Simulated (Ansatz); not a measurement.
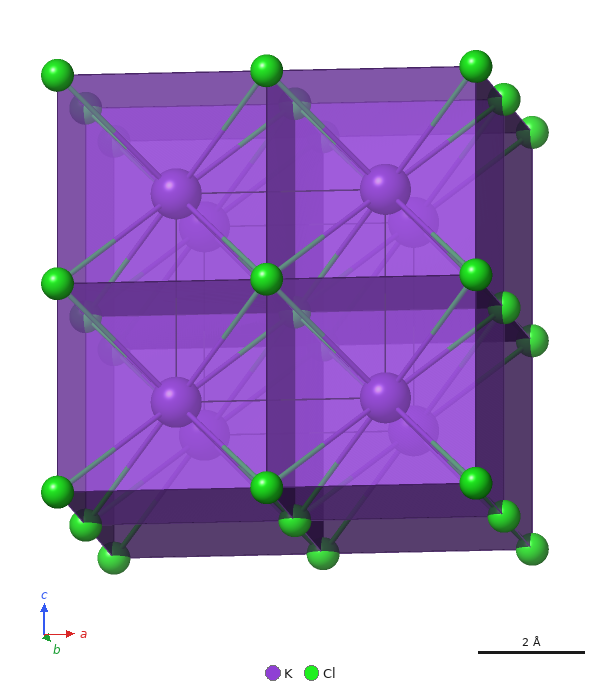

This is a symmetric starting cell of KCl (made from another compound by putting Cl in place of I). Style: polyhedral. Shown: the cell of the calculation, from a free direction.

Method: DFT PBE, scalar-relativistic, plane waves, PAW in Ansatz. Settings: plane-wave cutoff 420 eV; k-point mesh 6 × 6 × 6; occupations gaussian; smearing width 0.02 eV; no spin polarisation.

Change: All lengths are scaled by +4.3 % (volume +13.4 %), the atoms keeping their fractional coordinates. No relaxation follows. The starting cell wasn't computed here and needn't be at equilibrium, so pressure and forces aren't due to the change alone.

Q: What does the calculation give for the changed structure?

A: The pressure is −2.6 GPa (not all of it need come from the change, since the unchanged cell can be under pressure at this level too). All forces vanish by symmetry. Near-neighbour distances before and after: Cl–K 3.475 → 3.624 Å. The space group stays Pm-3m (No. 221).

The changed structure in the same view:

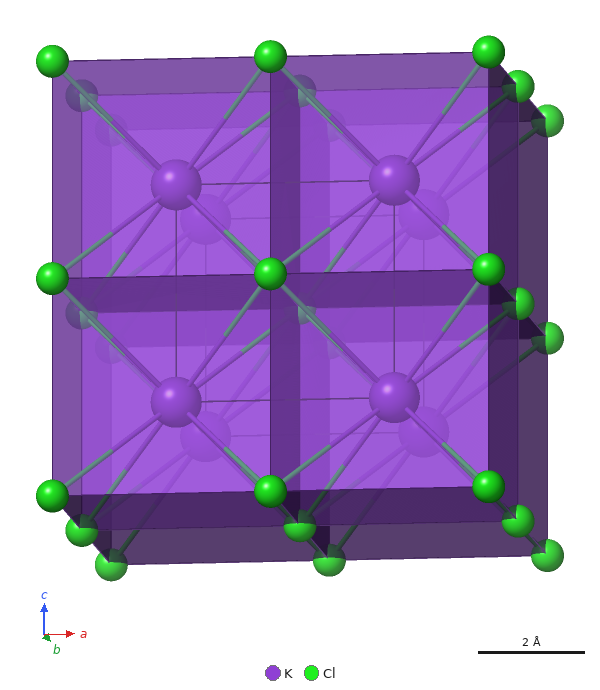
